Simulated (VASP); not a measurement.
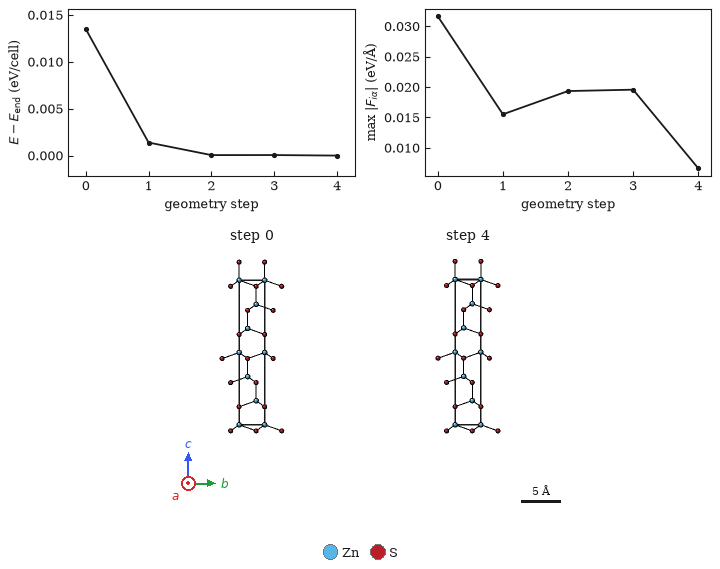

First and last geometry of a relaxation of a crystal of ZnS (set up in P6_3mc), with the history of the run. Style: ball-and-stick. Shown: the cell of the calculation, along the a axis.

The run lets cell and atoms move.

These are results of Kohn-Sham DFT of a periodic cell, PBE with rVV10, VASP PAW PBE potentials, recommended in VASP, not measurements.

Input file:
```
SYSTEM = ZnS
ALGO = Fast ; BPARAM = 10.0
CPARAM = 0.0093 ; EDIFF = 1E-7
EDIFFG = -0.01 ; ENCUT = 600
GGA = PE ; IBRION = 2
ISIF = 3 ; ISMEAR = -1
IVDW_NL = 2 ; LASPH = .True.
LCHARG = .False. ; LREAL = .False.
LUSE_VDW = .True. ; LWAVE = .False.
NELM = 60 ; NSW = 40
PREC = Accurate ; SIGMA = 0.05
```

Run as
```bash
cat potpaw_PBE.64/Zn/POTCAR potpaw_PBE.64/S/POTCAR > POTCAR
mpirun -np 1 vasp_std > vasp.out
```

Question: What do the curves and the structures tell?

Answer: The run was cut off at its time limit before the relaxation converged, so the last structure is only a point on the way. No atom moves by more than 0.005 Å relative to the cell. The drawn cell changes as follows: a = b 3.812 → 3.831 Å (+0.5 %), c 18.690 → 18.791 Å (+0.5 %); the volume changes by +1.5 %. Near-neighbour distances that change, for instance: S–Zn 2.335 → 2.346 Å. The space group stays P6_3mc (No. 186). Over 4 geometry steps the energy falls by 13.5 meV per cell of the calculation. The largest force component goes from 0.032 to 0.0066 eV/Å. Pressure: 1.17 GPa at the start and 0.01 GPa at the end.

| step | E − E(0), meV/atom | largest force component, eV/Å | pressure, GPa | volume, Å³/atom |
| --- | --- | --- | --- | --- |
| 0 | 0.00 | 0.0316 | 1.17 | 19.600 |
| 1 | -1.01 | 0.0155 | -0.36 | 20.008 |
| 2 | -1.12 | 0.0193 | 0.00 | 19.910 |
| 3 | -1.12 | 0.0196 | 0.01 | 19.903 |
| 4 | -1.13 | 0.0066 | 0.01 | 19.903 |
